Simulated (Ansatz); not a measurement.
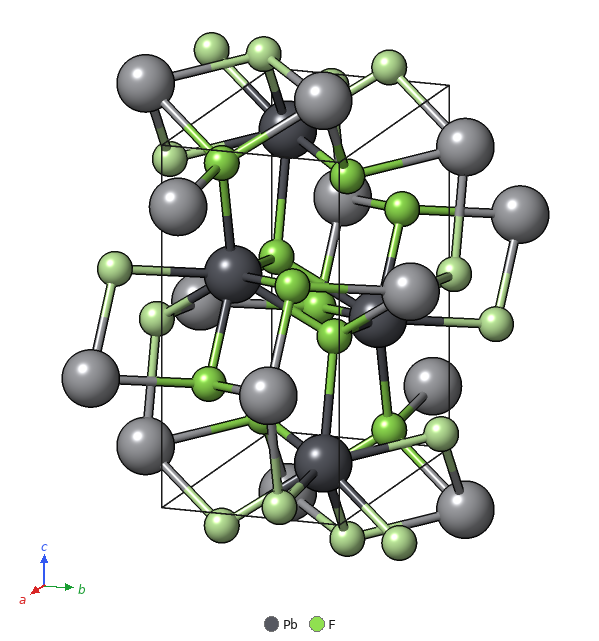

Structure drawing (ball-and-stick), viewed slightly off an axis. Lines trace the edges of the conventional unit cell. The bonded neighbours beyond the faces are included, in fainter colours.

PbF$_{2}$, space group Pnma (No. 62), a = 6.41 Å, b = 3.86 Å, c = 7.66 Å, α = 90.00°, β = 90.00°, γ = 90.00°.

All computed values are from DFT, PBEsol, plane waves, PAW in Ansatz 0.2.0. Settings: plane waves to 420 eV, a 4×6×4 mesh of k-points, Fermi-Dirac smearing of 0.03 eV, no spin polarisation.

**What does the calculation say: metal or gapped?**

An insulator at this level, with a gap of 4.22 eV, indirect; the smallest direct gap is 4.46 eV.

The initial geometry was a structure listed in the Materials Project. The geometry was optimised with DFT, PBEsol, plane waves, PAW in Ansatz 0.2.0.
